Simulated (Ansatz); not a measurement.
# Run report: I, geometry relaxation

I (3 atoms in the cell), computed with DFT, LDA, all-electron LAPW, scalar-relativistic, no spin polarisation (Ansatz 0.2.0).

It belongs to a series of runs on one base structure; here: omega relaxed under pressure, LAPW. Figures and captions count atoms from 1; the log counts them from 0 in places.

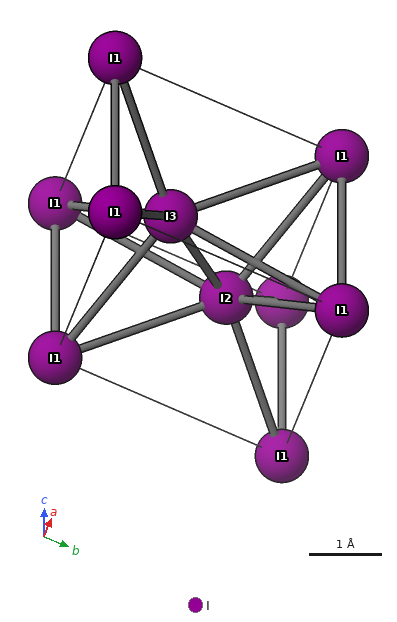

The input geometry (ball-and-stick view of the cell of the calculation, seen at an oblique angle; atoms are numbered from 1 in the order of the input). An atom can appear more than once, as a periodic image.

**Key numbers**

```csv
quantity,value
outcome,converged
space group (tolerance 0.01 Å),P6/mmm (191)
electrons in bands (core shells apart),75
free energy,−580431.4471 eV
Fermi energy,36.975 eV
pressure,290.06 GPa
final volume,38.48 Å³
largest force (length of the vector) at the end,under 0.001 eV/Å
final cell,"a = 4.234 Å, b = 4.234 Å, c = 2.478 Å, α = 90.00°, β = 90.00°, γ = 120.00°"
hardware,"1 thread of Arm Neoverse V2, 24 GiB of memory available, shared host"
wall time,92 s
peak memory,0.69 GiB
```

**Notes**

The cell holds an odd number of electrons but the run has no spin polarisation, so a band is left half filled. The cell was relaxed to the target pressure of the input; what is minimised is then the enthalpy E + pV.

**Input**
```yaml
crystal:
  lattice:
    - [4.2344876389, 0.0, 0.0]
    - [-2.1172438194, 3.6671738673, 0.0]
    - [0.0, 0.0, 2.4781436714]
  atoms:
    - { symbol: I, position: [0.0, 0.0, 0.0] }
    - { symbol: I, position: [0.3333333333, 0.6666666667, 0.5] }
    - { symbol: I, position: [0.6666666667, 0.3333333333, 0.5] }
kpoints:
  mp_grid: { grid: [9, 9, 12] }
scf:
  occupations: { method: fermi_dirac, width: 0.05 }
hamiltonian:
  xc: lda
  pseudopotentials: { kind: all_electron, lapw: { basis_error: 0.0005 } }
output:
  forces: true
  stress: true
  eigenvalues: true
relax:
  f_tol: 0.005
  max_steps: 12
  cell: { p_target: 290.0, stress_tol: 0.145 }
```

Command:
```bash
ansatz run input.yaml --threads 1 --pin off --max-ram 3584MiB --backend cpu --events-out ev --progress --plain --runs-dir out
```

**The program's output**
```
The last accepted step is kept in [file] (removed where the run ends without a failure and the disk answers)
LAPW: plane waves up to 10.314 Å⁻¹, error target 5.0e-4 eV per atom; small_component_spin mean_spin; I in spheres of 1.186 Å, 25 of its electrons in bands, Dirac shells [] (how accurate: hamiltonian.pseudopotentials.lapw.basis_error, Limitations)
Engine: ansatz 0.2.0, aarch64-unknown-linux-gnu
Pseudopotentials: kind: all_electron
Pseudopotential: I, LAPW, valence charge 25, lapw/all_electron/scalar/gaussian/I, Koelling and Harmon's equation, gaussian nucleus
Functional definition: SPW92
  exchange = slater_x
  correlation = pw_c
Crystal: 3 atoms, lattice volume = 38.482 Å³
Basis set: ecut = 405.2797176998531 eV, 699 PW (Γ), exchange–correlation at level 2
Bands: 45, of which v1, the nominal top of the filled ones, is band 38 counted from 1 (37 counted from 0)
Symmetry: 24 space group operations
Space group: P6/mmm (ITA 191), of the structure as read, at distance tolerance 3.4e-5 Å
k-points: 84 of 972
Non-local potential: I, projectors of the file, none
Initial density: superposition of atomic densities (chi_scale 0.1, normalization cell)
Initial wavefunctions: plane waves of lowest kinetic energy (no species holds an atomic orbital)
Functional: x = slater, c = lda
iter 1 solved again at ethr=1.31e-4 eV; its pass at ethr=1.00e-1 eV (dr2=9.79e-2 eV) is discarded
SCF iter   1: F=—  HF=-580431.475245 eV  |F-HF|=—  |Δ(HF+E_count)|=         —  Δρ=1.72e-2  dr2=9.79e-2  ethr=1.31e-4  ⟨swp⟩=3.0  Hψ=26503  notcnv=0
preconditioner: auto → Kerker (q_TF=auto, 3.049 Å⁻¹)  [metal: Δε(μ)=0.024 eV  Ē_g=16.163 eV  σ=0.050 eV  W_gap=0.12  n_scr=14 (ndim 8)  ℏωp=27.4 eV  f_vac=0.000  D(μ)=1.65/eV (n_scr^D=8)]
SCF iter   2: F=—  HF=-580431.458497 eV  |F-HF|=—  |Δ(HF+E_count)|=   1.67e-2  Δρ=1.13e-2  dr2=4.49e-2  ethr=1.31e-4  ⟨swp⟩=2.0  Hψ=10253  notcnv=0
iter 3 solved again at ethr=3.73e-6 eV; its pass at ethr=5.99e-5 eV (dr2=2.80e-3 eV) is discarded
SCF iter   3: F=—  HF=-580431.448354 eV  |F-HF|=—  |Δ(HF+E_count)|=   1.01e-2  Δρ=2.40e-3  dr2=2.78e-3  ethr=3.73e-6  ⟨swp⟩=2.0  Hψ=18546  notcnv=0
SCF iter   4: F=—  HF=-580431.447247 eV  |F-HF|=—  |Δ(HF+E_count)|=   1.11e-3  Δρ=5.55e-4  dr2=9.22e-5  ethr=3.71e-6  ⟨swp⟩=2.6  Hψ=10300  notcnv=0
SCF iter   5: F=—  HF=-580431.447135 eV  |F-HF|=—  |Δ(HF+E_count)|=   1.12e-4  Δρ=2.31e-4  dr2=1.31e-5  ethr=1.23e-7  ⟨swp⟩=2.3  Hψ=10258  notcnv=0
SCF iter   6: F=—  HF=-580431.447136 eV  |F-HF|=—  |Δ(HF+E_count)|=   5.79e-7  Δρ=6.52e-5  dr2=1.21e-6  ethr=1.75e-8  ⟨swp⟩=2.0  Hψ=10223  notcnv=0
SCF iter   7: F=—  HF=-580431.447136 eV  |F-HF|=—  |Δ(HF+E_count)|=   2.76e-8  Δρ=1.64e-5  dr2=9.96e-8  ethr=1.61e-9  ⟨swp⟩=2.0  Hψ=10223  notcnv=0
SCF iter   8: F=-580431.447136 eV  HF=-580431.447136 eV  |F-HF|=1.65e-8  |Δ(HF+E_count)|=   1.10e-7  Δρ=7.81e-6  dr2=2.24e-8  ethr=1.33e-10  ⟨swp⟩=2.7  Hψ=10300  notcnv=0
SCF 1 converged in 8 iterations: F = -580431.447136 eV  dr2 = 2.24e-8
relax step   1: F+E_penalty+E_count = -580431.44713591 eV  Δ(F+E_penalty+E_count) = +0.000e0 eV  max|allowed force component| = 7.247e-17 eV/Å  Δτ_max = 0.0000 Å  P = +290.056 GPa  Ω = 38.482 Å³  (8 SCF iters, accepted)
Initial density: handed on by an earlier stage of this run
Initial wavefunctions: those handed on with the density
iter 1 solved again at ethr=6.03e-11 eV; its pass at ethr=1.00e-1 eV (dr2=4.52e-8 eV) is discarded
SCF iter   1: F=—  HF=-580431.447136 eV  |F-HF|=—  |Δ(HF+E_count)|=         —  Δρ=6.85e-6  dr2=1.64e-8  ethr=6.03e-11  ⟨swp⟩=7.7  Hψ=24923  notcnv=0  reapply=5
preconditioner: auto → Kerker (q_TF=auto, 3.049 Å⁻¹)  [metal: Δε(μ)=0.034 eV  Ē_g=16.152 eV  σ=0.050 eV  W_gap=0.17  n_scr=14 (ndim 8)  ℏωp=27.4 eV  f_vac=0.000  D(μ)=1.51/eV (n_scr^D=8)]
SCF iter   2: F=-580431.447136 eV  HF=-580431.447136 eV  |F-HF|=2.21e-9  |Δ(HF+E_count)|=   7.22e-9  Δρ=4.33e-6  dr2=5.56e-9  ethr=2.18e-11  ⟨swp⟩=2.0  Hψ=10223  notcnv=0
SCF 2 converged in 2 iterations: F = -580431.447136 eV  dr2 = 5.56e-9
relax step   2: F+E_penalty+E_count = -580431.44713592 eV  Δ(F+E_penalty+E_count) = -9.546e-9 eV  max|allowed force component| = 8.481e-17 eV/Å  Δτ_max = 0.0000 Å  P = +290.056 GPa  Ω = 38.482 Å³  stress off target by 6.70e-2 GPa  SCF on the basis re-selected at this cell (its energy is not comparable with the rows above)  (2 SCF iters)
```

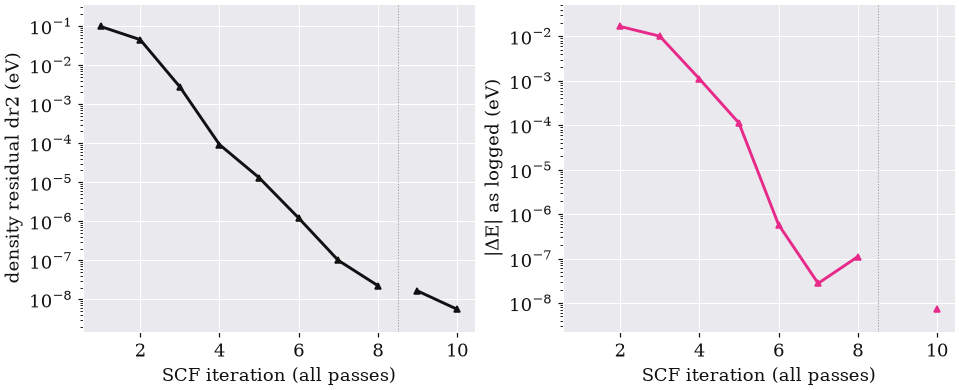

Convergence of the self-consistent field: density residual dr2 and size of the energy change against the SCF iteration. The dotted lines part the SCF passes of the relaxation: geometry steps, rejected trials and re-solves on a re-selected basis. The passes take 8 and 2 iterations.

```
basis re-selected at this cell: Δ(F+E_penalty+E_count) = -9.546e-9 eV, ΔP = -0.000 GPa vs the last step (what re-selecting the basis moved, after the strain that the cell walked since its last selection, with what the two solves' SCF thresholds leave and, on support functions, any second-order correction that the steps lacked; it is no measure of the basis error at this ecutwfc). This SCF's stress stands 6.70e-2 GPa from its target on what of the cell is left free (relax.cell.stress_tol is 1.45e-1 GPa) and its largest allowed force component is 8.48e-17 eV/Å (relax.f_tol is 5.00e-3 eV/Å): within both
SCF converged after 2 iterations
Free energy (F): -580431.447136 eV
Harris-Foulkes:  -580431.447136 eV  (|F-HF|=2.21e-9)
Internal energy: -580431.434384 eV  (E = F + TS)
E sigma→0 (E₀):  -580431.440760 eV
Entropy (-TS):   -0.012752 eV (-4.251 meV/atom)
Fermi energy:    36.974732 eV
--- Per-component energies (eV) ---
  E_band       = -2189.562216
  E_kinetic    = 614359.004885
  E_xc         = -14386.538460
  E_electrostatic = -1180403.900810  (all electrons and nuclei)
  E_smearing   = -0.012752  (= −TS)
  E_closure    = 0.000000  (closes the sum)
  E_atoms      = -580448.966402  (free atoms, spherical and without spin; not in F)
  Σ components = -580431.447136   (vs F -580431.447136, Δ=0.00e0)
  Basis errors (estimates in eV, not in F): energy 1.6e-4 per atom: plane waves 1.4e-4 (7.8e-5 summed), levels above the bands 1.2e-77, relativity 1.8e-8, radial functions 1.5e-5, core shells 3.2e-7; eigenvalues (radial functions only) 1.2e-7; not estimated: angular momenta, meshes, grids; target (lapw.basis_error) 5.0e-4; muffin-tin radii I 1.186 Å
--- Forces (eV/Å), atoms counted from 1 ---
  atom   1  I      0.00000000     0.00000000     0.00000000
  atom   2  I      0.00000000     0.00000000     0.00000000
  atom   3  I     -0.00000000    -0.00000000     0.00000000
  max |Σ_I F_I| component: 2.31e-17 eV/Å
--- Stress (GPa, compression-positive) ---
      290.050180      -0.000000       0.000000
       -0.000000     290.050180       0.000000
        0.000000       0.000000     290.066959
  P = ⅓ Tr σ = 290.0558 GPa (2900.558 kbar)
--- Band table (eV; the first three rows and the last of 84) ---
  k-point 0: bands = ["-140.6385", "-140.6344", "-140.2495", "-87.9019", "-87.8983", "-87.8970", "-87.8970", "-87.8722", "-87.8722", "-87.5365", "-87.4723", "-87.4723", "-11.6056", "-11.3803", "-11.2869", "-11.2869", "-11.1479", "-11.1479", "-11.1003", "-11.1003", "-11.0890", "-11.0495", "-11.0495", "-10.7190", "-10.7190", "-10.6872", "-10.6872", "11.0405", "21.2134", "21.2965", "24.2856", "24.2856", "24.7410", "24.7410", "35.1667", "40.7229", "42.8156", "42.8156", "44.5748", "44.7372", "45.1017", "46.6465", "46.6465", "47.1480", "47.1480"]
  k-point 1: bands = ["-140.6383", "-140.6342", "-140.2494", "-87.9038", "-87.9002", "-87.8969", "-87.8969", "-87.8721", "-87.8721", "-87.5384", "-87.4722", "-87.4722", "-11.5732", "-11.3460", "-11.2855", "-11.2855", "-11.1629", "-11.1629", "-11.1028", "-11.1028", "-11.0585", "-11.0585", "-11.0554", "-10.7148", "-10.7148", "-10.6962", "-10.6962", "11.2233", "21.3652", "21.4653", "24.4518", "24.4518", "24.9323", "24.9323", "33.1623", "42.6672", "42.7636", "42.7636", "42.8557", "42.9851", "44.9677", "44.9677", "45.2445", "45.3243", "45.3243"]
  k-point 2: bands = ["-140.6379", "-140.6338", "-140.2490", "-87.9092", "-87.9055", "-87.8965", "-87.8965", "-87.8717", "-87.8717", "-87.5438", "-87.4718", "-87.4718", "-11.4844", "-11.2819", "-11.2819", "-11.2517", "-11.2028", "-11.2028", "-11.1107", "-11.1107", "-11.0826", "-11.0826", "-10.9632", "-10.7197", "-10.7197", "-10.7045", "-10.7045", "11.7729", "21.8123", "21.9765", "24.9382", "24.9382", "25.5010", "25.5010", "29.8942", "39.4985", "39.6156", "41.2383", "41.2383", "42.3045", "42.3045", "44.6507", "44.6507", "45.6679", "46.4282"]
  k-point 83: bands = ["-140.6342", "-140.6342", "-140.2474", "-87.9292", "-87.9292", "-87.8968", "-87.8826", "-87.8826", "-87.8684", "-87.5657", "-87.4703", "-87.4703", "-11.4041", "-11.3542", "-11.2636", "-11.2636", "-11.2459", "-11.2459", "-11.1689", "-10.9749", "-10.9749", "-10.9380", "-10.8107", "-10.8107", "-10.6955", "-10.6955", "-10.5706", "20.4502", "20.4502", "21.9039", "21.9652", "23.1144", "23.1144", "31.1268", "33.4966", "33.4966", "33.8639", "33.8639", "37.5804", "42.1164", "44.0505", "44.0505", "45.1431", "45.2035", "45.2035"]
--- Relaxed structure (1 steps of the walk, 1 accepted, 1 SCFs on fresh bases) ---
  F+E_penalty+E_count = -580431.44713592 eV   max|allowed force component| = 8.481e-17 eV/Å   (the final SCF, on the basis selected at the relaxed cell)
  cell:  # Å, volume = 38.4821 Å³
    - [4.2344876389008155, -2.8867699720073864e-11, 0.0]
    - [-2.117243819425408, 3.6671738673137275, 0.0]
    - [0.0, 0.0, 2.4781436714]
  atoms:
    - { symbol: I, position: [0.0, 0.0, 0.0] }
    - { symbol: I, position: [0.33333333333333337, 0.6666666666666667, 0.5] }
    - { symbol: I, position: [0.6666666666666666, 0.33333333333333337, 0.5] }
```

**Trajectory as extended XYZ (Å, eV, eV/Å), 2 frames, from step=1 to step=2**
```
3
Lattice="4.2345 0.0000 0.0000 -2.1172 3.6672 0.0000 0.0000 0.0000 2.4781" Properties=species:S:1:pos:R:3:forces:R:3 step=1 energy=-580431.44714 pressure_GPa=290.06
I     0.0000    0.0000    0.0000    0.0000   0.0000   0.0000
I     0.0000    2.4448    1.2391    0.0000   0.0000   0.0000
I     2.1172    1.2224    1.2391    0.0000   0.0000   0.0000
3
Lattice="4.2345 0.0000 0.0000 -2.1172 3.6672 0.0000 0.0000 0.0000 2.4781" Properties=species:S:1:pos:R:3:forces:R:3 step=2 energy=-580431.44714 pressure_GPa=290.06
I     0.0000    0.0000    0.0000    0.0000   0.0000   0.0000
I     0.0000    2.4448    1.2391    0.0000   0.0000   0.0000
I     2.1172    1.2224    1.2391    0.0000   0.0000   0.0000
```
